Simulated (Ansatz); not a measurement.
Ge: geometry relaxation (part 2 of 2)

The same run, continued: Ge (P6₃mc, 4 atoms in the cell); DFT PBEsol+D3(BJ), scalar-relativistic, plane waves, PAW (Ansatz 0.2.0); cutoff 420 eV, 12×12×4 k-mesh, Gaussian smearing of 0.1 eV. The structure derives from a Materials Project entry. The run did not end well.

Geometry of the input (Å; fractional positions):
```
4.0504  0.0000  0.0000
-2.0252  3.5078  0.0000
0.0000  0.0000  10.9934
Ge 0.0000  0.0000  0.9775
Ge 0.0000  0.0000  0.4775
Ge 0.3333  0.6667  0.9148
Ge 0.6667  0.3333  0.4148
```

What the program printed, continued
```
SCF iter   1: F=—  HF=-17013.776786 eV  |F-HF|=—  |Δ(HF+E_count)|=         —  Δρ=3.83e-3  dr2=8.04e-3  ethr=1.44e-5  ⟨swp⟩=2.0  Hψ=13276  notcnv=0
preconditioner: auto → LDOS  [insulator: Δε(μ)=0.104 eV  Ē_g=22.247 eV  σ=0.100 eV  W_gap=0.54  n_scr=22 (ndim 8)  ℏωp=29.0 eV  f_vac=0.015  D(μ)=0.97/eV (n_scr^D=2)  ε∞_Penn≈2.7  β→1.0]
SCF iter   2: F=—  HF=-17013.776044 eV  |F-HF|=—  |Δ(HF+E_count)|=   7.41e-4  Δρ=9.03e-4  dr2=9.16e-4  ethr=1.44e-5  ⟨swp⟩=3.0  Hψ=3646  notcnv=0
SCF iter   3: F=—  HF=-17013.775819 eV  |F-HF|=—  |Δ(HF+E_count)|=   2.25e-4  Δρ=3.49e-4  dr2=1.40e-4  ethr=1.64e-6  ⟨swp⟩=2.0  Hψ=3567  notcnv=0
SCF iter   4: F=—  HF=-17013.775741 eV  |F-HF|=—  |Δ(HF+E_count)|=   7.82e-5  Δρ=1.02e-4  dr2=1.31e-5  ethr=2.50e-7  ⟨swp⟩=2.0  Hψ=3538  notcnv=0
SCF iter   5: F=—  HF=-17013.775736 eV  |F-HF|=—  |Δ(HF+E_count)|=   5.00e-6  Δρ=2.20e-5  dr2=5.69e-7  ethr=2.34e-8  ⟨swp⟩=2.0  Hψ=3539  notcnv=0
SCF iter   6: F=-17013.775736 eV  HF=-17013.775736 eV  |F-HF|=7.42e-10  |Δ(HF+E_count)|=   1.57e-7  Δρ=5.28e-6  dr2=1.87e-8  ethr=7.14e-10  ⟨swp⟩=12.2  Hψ=16887  notcnv=0
SCF 9 converged in 6 iterations: F = -17013.775736 eV  dr2 = 1.87e-8
relax step   9: F+E_penalty+E_count = -17013.77573607 eV  Δ(F+E_penalty+E_count) = -2.586e-1 eV  max|allowed force component| = 4.305e-1 eV/Å  Δτ_max = 0.1005 Å  P = +0.531 GPa  Ω = 91.870 Å³  energy of the carried Pulay correction = +6.854e-3 eV  (6 SCF iters, dr2 threshold 4.00e-7 eV, accepted)
Crystal: 4 atoms, lattice volume = 87.208 Å³
Basis set: ecut = 420 eV, 1725 PW (Γ), exchange–correlation on 60×60×150 points (8 copies of the dense FFT grid, shifted against one another)
iter 1 solved again at ethr=6.29e-5 eV; its pass at ethr=3.10e-3 eV (dr2=3.52e-2 eV) is discarded
SCF iter   1: F=—  HF=-17013.957958 eV  |F-HF|=—  |Δ(HF+E_count)|=         —  Δρ=7.37e-3  dr2=3.51e-2  ethr=6.29e-5  ⟨swp⟩=2.4  Hψ=13316  notcnv=0
preconditioner: auto → LDOS  [metal: Δε(μ)=0.026 eV  Ē_g=22.206 eV  σ=0.100 eV  W_gap=0.14  n_scr=22 (ndim 8)  ℏωp=29.8 eV  f_vac=0.015  D(μ)=1.50/eV (n_scr^D=2)  β→1.0]
SCF iter   2: F=—  HF=-17013.951928 eV  |F-HF|=—  |Δ(HF+E_count)|=   6.03e-3  Δρ=1.91e-3  dr2=3.40e-3  ethr=6.28e-5  ⟨swp⟩=3.3  Hψ=3964  notcnv=0
SCF iter   3: F=—  HF=-17013.950914 eV  |F-HF|=—  |Δ(HF+E_count)|=   1.01e-3  Δρ=6.28e-4  dr2=3.87e-4  ethr=6.08e-6  ⟨swp⟩=2.0  Hψ=3542  notcnv=0
SCF iter   4: F=—  HF=-17013.950738 eV  |F-HF|=—  |Δ(HF+E_count)|=   1.77e-4  Δρ=1.38e-4  dr2=2.18e-5  ethr=6.90e-7  ⟨swp⟩=2.0  Hψ=3537  notcnv=0
SCF iter   5: F=—  HF=-17013.950730 eV  |F-HF|=—  |Δ(HF+E_count)|=   7.69e-6  Δρ=4.05e-5  dr2=9.59e-7  ethr=3.89e-8  ⟨swp⟩=2.0  Hψ=3542  notcnv=0
SCF iter   6: F=-17013.950730 eV  HF=-17013.950730 eV  |F-HF|=1.77e-8  |Δ(HF+E_count)|=   2.97e-9  Δρ=9.07e-6  dr2=3.89e-8  ethr=7.14e-10  ⟨swp⟩=11.9  Hψ=17856  notcnv=0
WARN: dispersion: an atom stands within reach of a switch of its C6 between two reference coordination numbers of its element: through that C6 alone, e_disp changes by 0.025 eV or more while the distances to its neighbours run over a stretch of 0.05 Å that contains this geometry (sites counted from 0 in the run's list of atoms or, in a supercell that it derives, in that cell's: here a list of 4) — site 2 (Ge): coordination number 3.592 (about 3.38 to 3.80 with every neighbour 0.05 Å farther or nearer), switch near 3.408 between the references 3.897 (weight 0.81) and 2.919 (weight 0.19), e_disp changing by some 0.03 eV; site 3 (Ge): coordination number 3.592 (about 3.38 to 3.80 with every neighbour 0.05 Å farther or nearer), switch near 3.408 between the references 3.897 (weight 0.81) and 2.919 (weight 0.19), e_disp changing by some 0.03 eV; some 0.05 eV in sum. This is how the published method behaves, and the energy and the forces stay consistent. Where you compare this geometry's total energy with another's, compare their components.e_disp too, and, where the geometries are yours to choose, keep both on one side of the switch, which a site's coordination number tells: a relaxation that ends in reach of it can search the other side under relax.adjacent_minimum: search, except where no move that the cell, the constraints and the symmetry allow carries the atom there
SCF 10 converged in 6 iterations: F = -17013.950730 eV  dr2 = 3.89e-8
  Residual-converged pass: ⟨swp⟩=1.0  Hψ=2167  notcnv=0  max |occ|·‖R‖ = 6.9e-9 eV (tolerance 1.0e-8 eV)  dr2=3.89e-8  dr2_onsite=6.18e-9  max |Δocc| = 4.9e-11
relax step  10: F+E_penalty+E_count = -17013.95072988 eV  Δ(F+E_penalty+E_count) = -1.750e-1 eV  max|allowed force component| = 1.989e-1 eV/Å  Δτ_max = 0.1915 Å  P = -1.876 GPa  Ω = 87.208 Å³  energy of the carried Pulay correction = +7.490e-3 eV  (6 SCF iters, dr2 threshold 4.00e-7 eV, accepted)
```

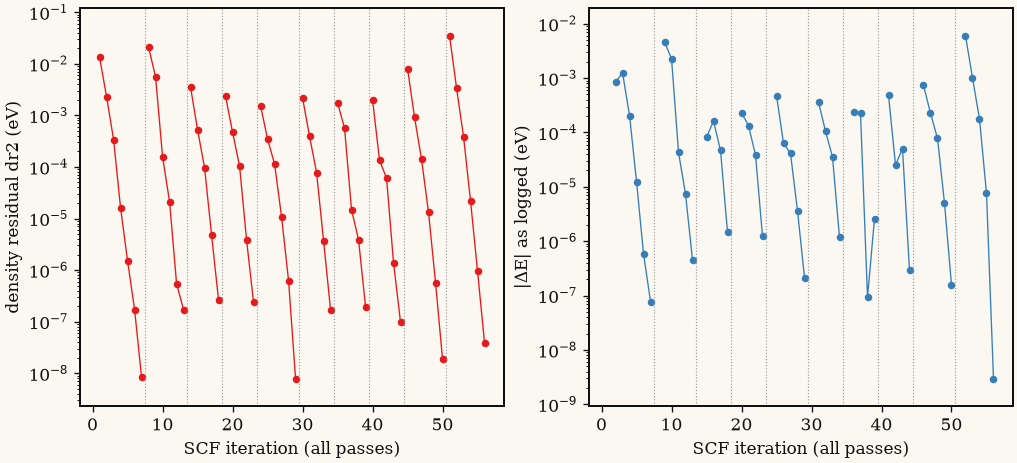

Convergence of the self-consistent field: density residual dr2 and size of the energy change against the SCF iteration. The dotted lines part the SCF passes of the relaxation: geometry steps, rejected trials and re-solves on a re-selected basis. The 10 passes take 5 to 7 iterations each, 56 in all.

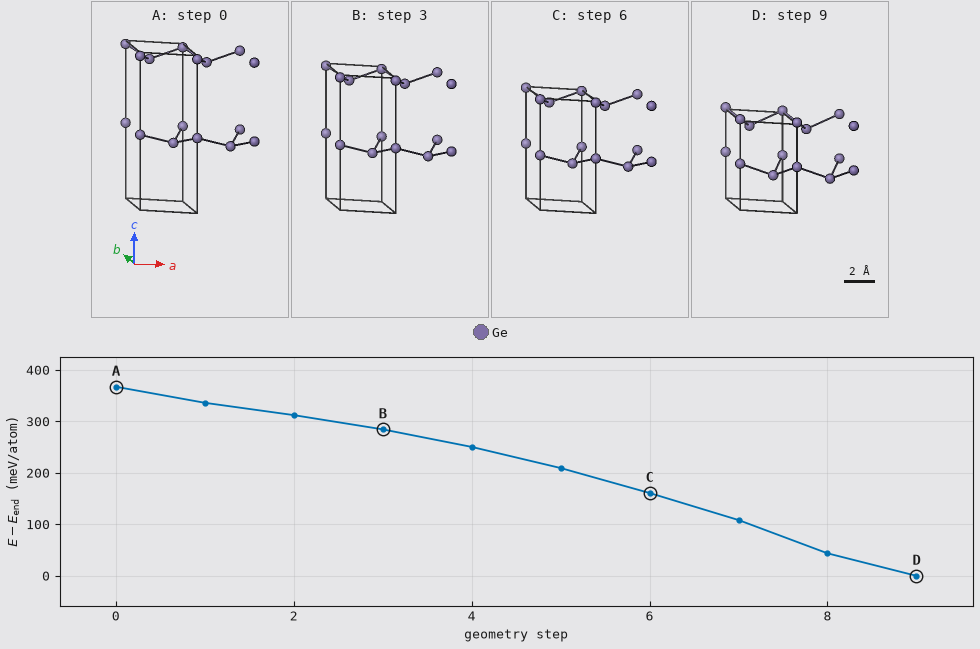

Frames of the relaxation (ball-and-stick view of the cell of the calculation, repeated 2 × 1 × 1, seen slightly off an axis) above the curves, on which the letters mark them (the first geometry is step 0 here and step 1 in the log).

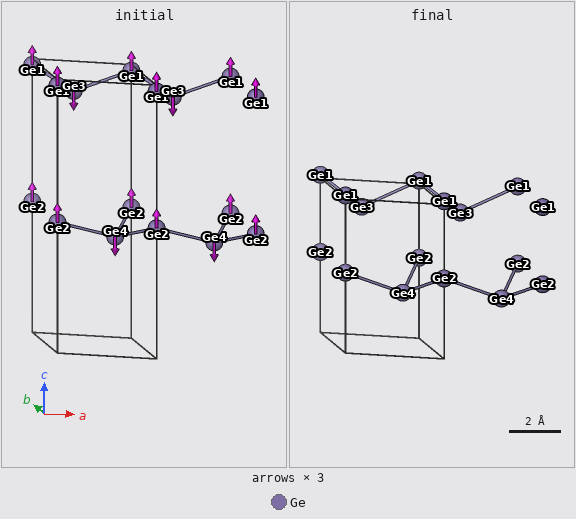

Before (left) and after (right) the relaxation, at one scale (ball-and-stick view of the cell of the calculation, repeated 2 × 1 × 1, seen slightly off an axis). The pink arrows give the displacements (without the part carried along by the change of the cell), magnified 3 times. The run was cut off at its time limit before the relaxation converged, so the last structure is only a point on the way. The largest moves relative to the cell, 0.27 Å, are those of Ge1, Ge2, Ge3 and Ge4. The drawn cell changes as follows: a = b 4.050 → 4.029 Å (−0.5 %), c 10.993 → 6.203 Å (−43.6 %); the volume changes by −44.2 %. Among the contacts that change: Ge1–Ge3 2.438 → 2.504 Å. Among the angles that change: Ge3–Ge1–Ge3 112.4° → 107.1°. The space group stays P6_3mc (No. 186). The energy falls by 367 meV per atom in 9 geometry steps. Largest force component: 0.15 eV/Å at the start, 0.2 eV/Å at the end. The pressure goes from −2.34 to −1.88 GPa. (Atoms are counted from 1 in the order of the input.)

```
Step cancelled. What follows is not a result of the run: it is the report of the last solve that finished, which converged after 6 SCF iterations.
Free energy (F): -17013.950730 eV
Harris-Foulkes:  -17013.950730 eV  (|F-HF|=1.77e-8)
Internal energy: -17013.942765 eV  (E = F + TS)
E sigma→0 (E₀):  -17013.946747 eV
Entropy (-TS):   -0.007965 eV (-1.991 meV/atom)
Fermi energy:    8.712989 eV
--- Per-component energies (eV) ---
  E_band       = -575.398977
  E_kinetic    = 442.120190
  E_local      = -9421.162175  (includes V_loc(G=0)·N_el)
  E_nonlocal   = 1673.126121
  E_hartree    = 4113.191477
  E_xc         = -298.999885
  E_vxc        = -257.460355  (∫ρ·V_xc dr)
  E_paw        = -7908.422779  (= ΣΔE_a)
  E_vpaw       = -1238.401696  (= ΣTr[D̂ρ^β])
  E_aug_tail   = 0.000173  (compensation charges beyond the density's cutoff)
  E_ewald      = -5616.308325
  E_disp       = -1.159306  (pairwise vdW)
  E_core_change = 3.671745  (= ΣΔE_core)
  E_smearing   = -0.007965  (= −TS)
  E_closure    = 0.000000  (closes the sum)
  Σ components = -17013.950730   (vs F -17013.950730, Δ=0.00e0)
--- Forces (eV/Å), atoms counted from 1 ---
  atom   1  Ge     0.00000000     0.00000000     0.19888811
  atom   2  Ge    -0.00000000    -0.00000000     0.19888811
  atom   3  Ge     0.00000000     0.00000000    -0.19889253
  atom   4  Ge    -0.00000000    -0.00000000    -0.19889253
  max |Σ_I F_I| component: 8.84e-6 eV/Å
--- Stress (GPa, compression-positive) ---
       -1.974855      -0.000000       0.000000
       -0.000000      -1.974855       0.000000
       -0.000000      -0.000000      -1.746266
  P = ⅓ Tr σ = -1.8987 GPa (-18.987 kbar)
--- Band table (eV; the first three rows and the last of 57) ---
  k-point 0: bands = ["-15.9253", "-15.9253", "-15.9158", "-15.9158", "-15.8617", "-15.8617", "-15.8523", "-15.8461", "-15.8432", "-15.8432", "-15.8100", "-15.7523", "-15.6927", "-15.6927", "-15.6843", "-15.6843", "-15.6592", "-15.6592", "-15.6401", "-15.6401", "-3.7433", "-1.4039", "1.9774", "6.7847", "7.6738", "7.6738", "8.7526", "8.7526", "9.4044", "10.9537", "11.6595", "11.6595", "12.3148", "12.7756"]
  k-point 1: bands = ["-15.9232", "-15.9232", "-15.9163", "-15.9163", "-15.8604", "-15.8604", "-15.8505", "-15.8470", "-15.8470", "-15.8464", "-15.8024", "-15.7613", "-15.6912", "-15.6912", "-15.6853", "-15.6853", "-15.6561", "-15.6561", "-15.6426", "-15.6426", "-3.5302", "-2.0065", "2.9682", "6.4463", "7.8237", "7.8237", "8.5995", "8.5995", "9.1644", "9.4959", "11.6475", "11.6475", "12.5796", "12.6256"]
  k-point 2: bands = ["-15.9189", "-15.9189", "-15.9189", "-15.9189", "-15.8549", "-15.8549", "-15.8549", "-15.8549", "-15.8478", "-15.8478", "-15.7825", "-15.7825", "-15.6881", "-15.6881", "-15.6881", "-15.6881", "-15.6491", "-15.6491", "-15.6491", "-15.6491", "-2.9119", "-2.9119", "4.9052", "4.9052", "8.2057", "8.2057", "8.2057", "8.2057", "8.8644", "8.8644", "11.9446", "11.9446", "11.9446", "11.9446"]
  k-point 56: bands = ["-15.9257", "-15.9257", "-15.8920", "-15.8920", "-15.8900", "-15.8900", "-15.8182", "-15.8182", "-15.7959", "-15.7959", "-15.7519", "-15.7519", "-15.7247", "-15.7247", "-15.7226", "-15.7226", "-15.7127", "-15.7127", "-15.6092", "-15.6092", "0.0906", "0.0906", "0.3161", "0.3161", "4.2607", "4.2607", "8.6373", "8.6373", "9.3332", "9.3332", "12.2071", "12.2071", "14.5053", "14.5053"]
End of that report.
Error: SIGTERM received: cancelled by the caller after 10 completed ionic steps
```

Trajectory as extended XYZ (Å, eV, eV/Å), 10 frames, from step=1 to step=10
```
4
Lattice="4.0504 0.0000 0.0000 -2.0252 3.5078 0.0000 0.0000 0.0000 10.9934" Properties=species:S:1:pos:R:3:forces:R:3 step=1 energy=-17012.48116 pressure_GPa=-2.34
Ge    0.0000    0.0000   10.7455    0.0000   0.0000  -0.1530
Ge    0.0000    0.0000    5.2488    0.0000   0.0000  -0.1530
Ge    0.0000    2.3385   10.0573    0.0000   0.0000   0.1530
Ge    2.0252    1.1693    4.5606    0.0000   0.0000   0.1530
4
Lattice="3.9660 0.0000 0.0000 -1.9830 3.4346 0.0000 0.0000 0.0000 10.4896" Properties=species:S:1:pos:R:3:forces:R:3 step=2 energy=-17012.60589 pressure_GPa=-0.92
Ge    0.0000    0.0000   10.2833    0.0000   0.0000  -0.1466
Ge    0.0000    0.0000    5.0385    0.0000   0.0000  -0.1466
Ge    0.0000    2.2897    9.5662    0.0000   0.0000   0.1466
Ge    1.9830    1.1449    4.3214    0.0000   0.0000   0.1466
4
Lattice="3.9491 0.0000 0.0000 -1.9746 3.4200 0.0000 0.0000 0.0000 9.9521" Properties=species:S:1:pos:R:3:forces:R:3 step=3 energy=-17012.70161 pressure_GPa=-0.41
Ge    0.0000    0.0000    9.7601    0.0000   0.0000   0.0199
Ge    0.0000    0.0000    4.7840    0.0000   0.0000   0.0199
Ge    0.0000    2.2800    9.0723    0.0000   0.0000  -0.0199
Ge    1.9746    1.1400    4.0962    0.0000   0.0000  -0.0199
4
Lattice="3.9450 0.0000 0.0000 -1.9725 3.4165 0.0000 0.0000 0.0000 9.4142" Properties=species:S:1:pos:R:3:forces:R:3 step=4 energy=-17012.81232 pressure_GPa=-0.37
Ge    0.0000    0.0000    9.2473    0.0000   0.0000   0.0906
Ge    0.0000    0.0000    4.5402    0.0000   0.0000   0.0906
Ge    0.0000    2.2777    8.5671    0.0000   0.0000  -0.0907
Ge    1.9725    1.1388    3.8600    0.0000   0.0000  -0.0907
4
Lattice="3.9542 0.0000 0.0000 -1.9771 3.4245 0.0000 0.0000 0.0000 8.8784" Properties=species:S:1:pos:R:3:forces:R:3 step=5 energy=-17012.94874 pressure_GPa=-0.73
Ge    0.0000    0.0000    8.7377    0.0000   0.0000   0.1493
Ge    0.0000    0.0000    4.2985    0.0000   0.0000   0.1493
Ge    0.0000    2.2830    8.0630    0.0000   0.0000  -0.1493
Ge    1.9771    1.1415    3.6238    0.0000   0.0000  -0.1493
4
Lattice="3.9491 0.0000 0.0000 -1.9745 3.4200 0.0000 0.0000 0.0000 8.3374" Properties=species:S:1:pos:R:3:forces:R:3 step=6 energy=-17013.11289 pressure_GPa=-0.68
Ge    0.0000    0.0000    8.2277    0.0000   0.0000   0.2304
Ge    0.0000    0.0000    4.0590    0.0000   0.0000   0.2304
Ge    0.0000    2.2800    7.5491    0.0000   0.0000  -0.2304
Ge    1.9745    1.1400    3.3804    0.0000   0.0000  -0.2304
4
Lattice="3.9489 0.0000 0.0000 -1.9745 3.4199 0.0000 0.0000 0.0000 7.7951" Properties=species:S:1:pos:R:3:forces:R:3 step=7 energy=-17013.30695 pressure_GPa=-0.60
Ge    0.0000    0.0000    7.7184    0.0000   0.0000   0.3307
Ge    0.0000    0.0000    3.8209    0.0000   0.0000   0.3307
Ge    0.0000    2.2799    7.0322    0.0000   0.0000  -0.3306
Ge    1.9745    1.1400    3.1347    0.0000   0.0000  -0.3306
4
Lattice="3.9513 0.0000 0.0000 -1.9756 3.4219 0.0000 0.0000 0.0000 7.2512" Properties=species:S:1:pos:R:3:forces:R:3 step=8 energy=-17013.51714 pressure_GPa=-0.08
Ge    0.0000    0.0000    7.2105    0.0000   0.0000   0.4674
Ge    0.0000    0.0000    3.5849    0.0000   0.0000   0.4674
Ge    0.0000    2.2813    6.5109    0.0000   0.0000  -0.4674
Ge    1.9756    1.1406    2.8853    0.0000   0.0000  -0.4674
4
Lattice="3.9761 0.0000 0.0000 -1.9880 3.4434 0.0000 0.0000 0.0000 6.7102" Properties=species:S:1:pos:R:3:forces:R:3 step=9 energy=-17013.77574 pressure_GPa=0.53
Ge    0.0000    0.0000    6.7339    0.0000   0.0000   0.4305
Ge    0.0000    0.0000    3.3788    0.0000   0.0000   0.4305
Ge    0.0000    2.2956    5.9639    0.0000   0.0000  -0.4305
Ge    1.9880    1.1478    2.6088    0.0000   0.0000  -0.4305
4
Lattice="4.0292 0.0000 0.0000 -2.0146 3.4893 0.0000 0.0000 0.0000 6.2030" Properties=species:S:1:pos:R:3:forces:R:3 step=10 energy=-17013.95073 pressure_GPa=-1.88
Ge    0.0000    0.0000    6.3329    0.0000   0.0000   0.1989
Ge    0.0000    0.0000    3.2314    0.0000   0.0000   0.1989
Ge    0.0000    2.3262    5.4050    0.0000   0.0000  -0.1989
Ge    2.0146    1.1631    2.3035    0.0000   0.0000  -0.1989
```
